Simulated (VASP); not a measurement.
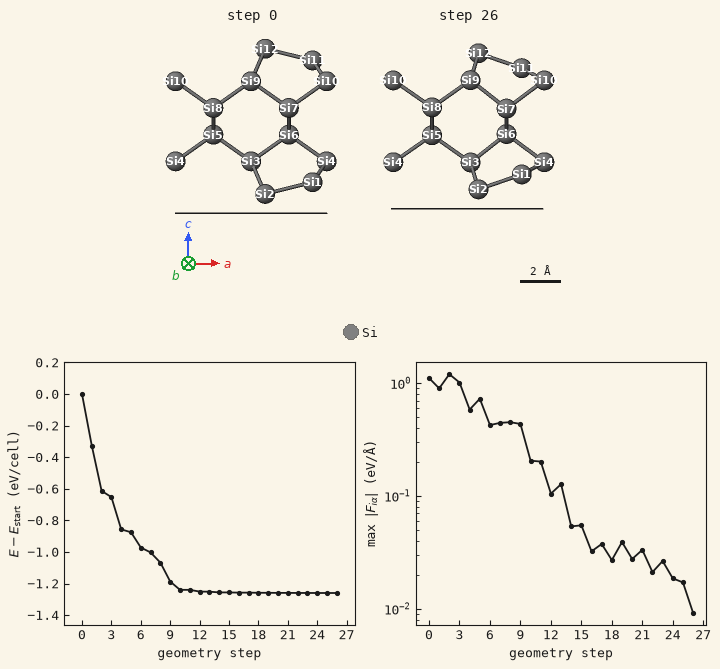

First and last geometry of a relaxation of a slab of composition Si, with the history of the run. A ball-and-stick model of the 1 × 2 repeat of the cell, outlined in the plane, without the vacuum, seen along the b axis.

The run lets the atoms move in a fixed cell.

All numbers below come from VASP, Kohn-Sham DFT of a periodic cell, PBE, VASP PAW PBE potentials, recommended.

Input file:
```
SYSTEM = Si
ALGO = Normal
DIPOL = 0.5 0.5 0.500
EDIFF = 1E-7
EDIFFG = -0.01
ENCUT = 520
GGA = PE
IBRION = 2
IDIPOL = 3
ISIF = 2
ISMEAR = 0
KPAR = 4
LASPH = .TRUE.
LCHARG = .FALSE.
LDIPOL = .TRUE.
LREAL = .FALSE.
LWAVE = .FALSE.
NELM = 120
NSW = 90
PREC = Accurate
SIGMA = 0.03
```

Run as
```bash
cat potpaw_PBE.64/Si/POTCAR > POTCAR
mpirun -np 4 vasp_std > vasp.out
```

### What do the curves and the structures tell?

It converged. After 26 geometry steps the energy has fallen by 1.260 eV per cell of the calculation. Largest force component: 1.1 eV/Å at the start, 0.0092 eV/Å at the end. The largest moves relative to the layer's centre, 0.53 Å, are those of Si1 and Si11. Si11 goes at 41° to the normal (−c side). The cell doesn't change. Some distances before and after: Si1–Si6 3.337 → 2.936 Å, Si2–Si3 2.653 → 2.408 Å, Si11–Si12 2.500 → 2.344 Å, Si3–Si5 2.368 → 2.416 Å. Among the angles between lasting bonds that change: Si1–Si4–Si6 90.7° → 76.3°, Si3–Si2–Si3 93.6° → 106.8°, Si10–Si11–Si12 114.3° → 123.7°.
